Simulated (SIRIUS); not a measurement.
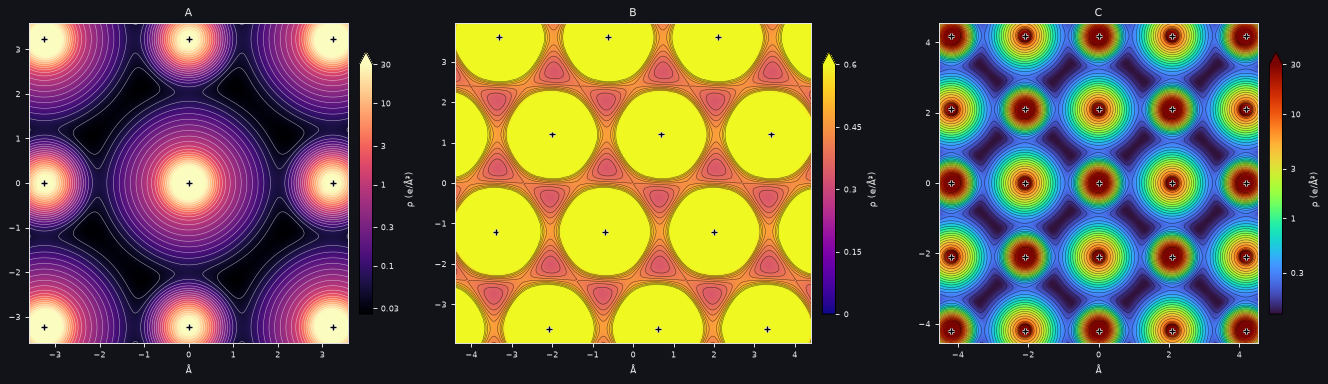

The electron density of 3 systems, each on a plane through atoms (crosses mark nuclei in the plane).

Theory: SIRIUS 7.12.0, Kohn-Sham DFT of a periodic cell, PBE, all-electron FP-LAPW.

System 1: MgO, the (001) plane of the conventional cell. Space group Fm-3m; a structure from a database of computed crystals, not necessarily the ambient phase.

```
Mg O
1.0
     4.19400    0.00000    0.00000
     0.00000    4.19400    0.00000
     0.00000    0.00000    4.19400
Mg O
4 4
Direct
  0.00000 0.00000 0.00000
  0.50000 0.50000 0.00000
  0.50000 0.00000 0.50000
  0.00000 0.50000 0.50000
  0.50000 0.00000 0.00000
  0.00000 0.50000 0.00000
  0.00000 0.00000 0.50000
  0.50000 0.50000 0.50000
```

System 2: Os, the (001) plane of the conventional cell. Space group P-1.

```yaml
crystal:
  lattice:
    - [1.89864, -1.92875, 0.01335]
    - [-1.92165, -0.03636, 1.94865]
    - [-1.93066, -0.01867, -1.95766]
  atoms:
    - { symbol: Os, position: [0.00000, 0.00000, 0.00000] }
```

System 3: NaI, the (100) plane of the conventional cell. Space group Fm-3m.

```
I Na
1.0
     6.47280    0.00000    0.00000
     0.00000    6.47280    0.00000
     0.00000    0.00000    6.47280
I Na
4 4
Cartesian
  3.2364 0.0000 0.0000
  0.0000 3.2364 0.0000
  0.0000 0.0000 3.2364
  3.2364 3.2364 3.2364
  0.0000 0.0000 0.0000
  3.2364 3.2364 0.0000
  3.2364 0.0000 3.2364
  0.0000 3.2364 3.2364
```

### Match each panel to its system.

Panel A is system 3, NaI: the plane holds I and Na. Na–I (3.24 Å): the density is about 0.13 e/Å³ at the midpoint. Panel B is system 2, Os: the plane holds Os. Os–Os (2.71 Å): the density is about 0.47 e/Å³ at the midpoint. Panel C is system 1, MgO: the plane holds Mg and O. Mg–O (2.10 Å): ρ at the midpoint is about 0.34 e/Å³.
